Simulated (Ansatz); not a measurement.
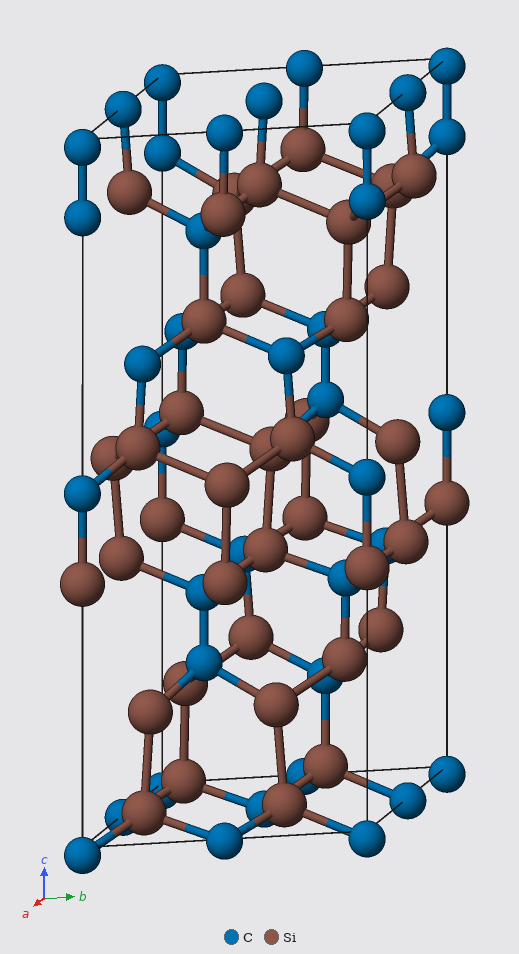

Drawn in the ball-and-stick manner and seen slightly off an axis. The lines enclose the drawn cell (a repeat of the simulation cell); boundary atoms appear with their images.

Si$_{5}$C$_{3}$, a = 6.62 Å, b = 6.62 Å, c = 16.40 Å, α = 89.99°, β = 90.00°, γ = 119.99°.

Electronic-structure method: DFT PBE, scalar-relativistic, plane waves, PAW in Ansatz 0.2.0. Parameters: plane waves to 420 eV, k-points about 0.19 Å⁻¹ apart, Gaussian smearing of 0.1 eV, no spin polarisation.

Question: Predict the gap.

Answer: A semiconductor at this level, with a gap of 0.18 eV on the k-mesh (the true edges may lie between mesh points, so the gap can be somewhat smaller).

Question: What is the computed pressure?

Answer: The computed pressure is -0.1 GPa, close to zero.

It goes back to a structure type filled with these elements by a generator (whether the compound takes this form wasn't checked). Earlier steps of the study, as a rule a relaxation of our own, may have changed the cell and positions, so they can lie some per cent off the listed ones. An electronic-structure calculation with Ansatz was run on it.
